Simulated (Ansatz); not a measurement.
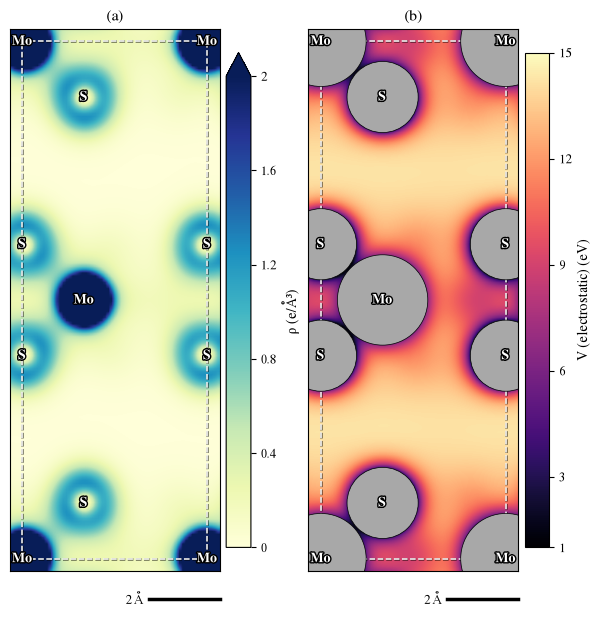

*MoS$_{2}$. (a) valence charge density (pseudo); (b) electrostatic potential energy of an electron on the (100) plane of the conventional cell. Grey discs cover the atomic cores in the potential map.*

Space group Cmcm; changed on purpose from its base cell (strain -0.0600 x Voigt [0, 1, 0, 0, 0, 0], atoms carried along); not relaxed (largest force 0.7 eV/Å); computed pressure about 9 GPa in this cell; computed without spin polarisation.

Level of theory: DFT PBE, scalar-relativistic, plane waves, PAW in Ansatz 0.2.0.

In a PAW calculation such maps are meaningful between the atoms, not at the nuclei.

What do the fields say about this system?

Answer.
- The plane passes through Mo and S nuclei.
- Mo–S (2.33 Å): ρ is about 0.7 e/Å³ halfway.
- Between the atoms the lowest density in this plane is 0.004 e/Å³.
- Outside the cores the potential energy rises away from the atoms and is highest about 2.2 Å from the nearest atoms; its zero is arbitrary.
